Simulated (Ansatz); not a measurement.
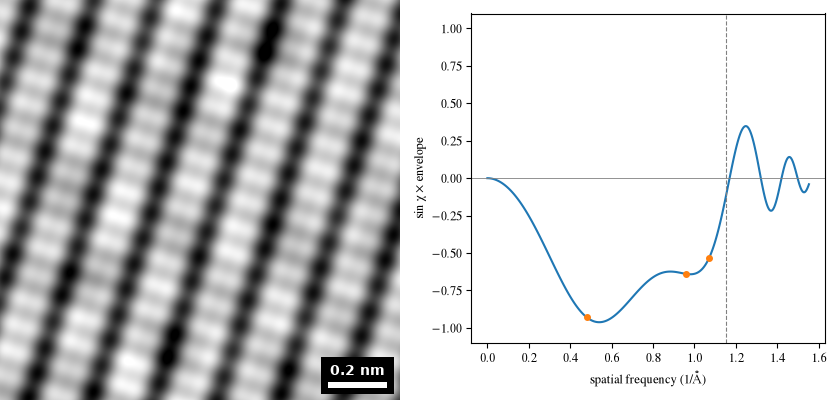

HRTEM-like image of Ta (Fm-3m, No. 225) along [210]. Simulated in the weak-phase-object approximation with neutral-atom potentials: 300 kV, Cs = 40 µm, defocus −106 Å (negative is underfocus), defocus spread 15 Å, aperture 1.15 1/Å. The speckle of an amorphous layer was added. Structure: the geometry relaxed with DFT, PBEsol, plane waves (420 eV) with PAW, scalar-relativistic in Ansatz; the starting structure was generated, so it need not be a known form of this composition.

The plot gives the contrast transfer function, the aperture (dashed) and the crystal's spatial frequencies that carry visible contrast (dots).

Question: Do the atom columns appear dark or bright, and why?

Answer: Dark. With positive Cs and underfocus sin χ is negative over the pass band, so the strongest columns (Ta) come out darker than the background.

Question: What point resolution do these settings give, and which lattice spacings pass?

Answer: About 0.9 Å (0.66 |Cs|^(1/4) λ^(3/4) with λ = 0.0197 Å). The spacings that carry visible contrast are {200} at 2.09 Å, {400} at 1.04 Å, {420} at 0.93 Å.
